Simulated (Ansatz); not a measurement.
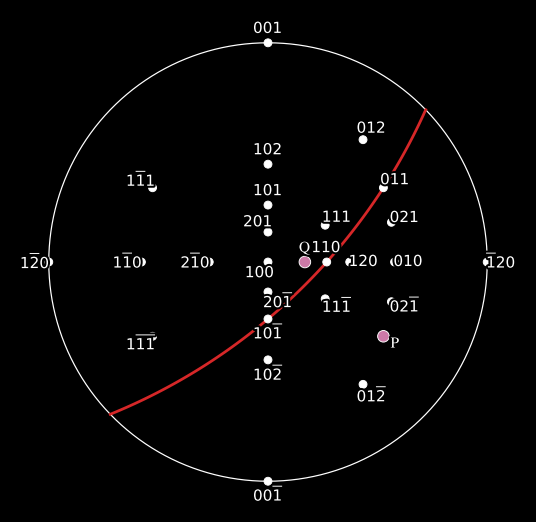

For Ge, the end point of a relaxation with Ansatz, DFT, PBEsol, plane waves (420 eV) with PAW, scalar-relativistic; the starting structure was generated, so it need not be a known form of this composition: stereographic projection of plane normals (upper hemisphere) centred on (1 0 0). Symmetry computed with spglib at a tolerance of 0.002 Å; standard conventional cell.

a = 3.010 Å, b = 3.010 Å, c = 4.678 Å, α = 90.00°, β = 90.00°, γ = 120.00°.

### Index the poles marked P, Q.

P is (0 1 −1), in four indices (0 1 −1 −1), 64.1° from the centre; Q is (2 1 0), in four indices (2 1 −3 0), 19.1° from the centre.

### Which zone does the coloured great circle trace?

The zone [1 −1 1]: its poles satisfy h − k + l = 0.

### What is the angle between the normals of (0 0 −1) and (1 −1 1), and what are their d_hkl = 1/|g|?

119.1°; d = 4.678 Å and 2.277 Å.
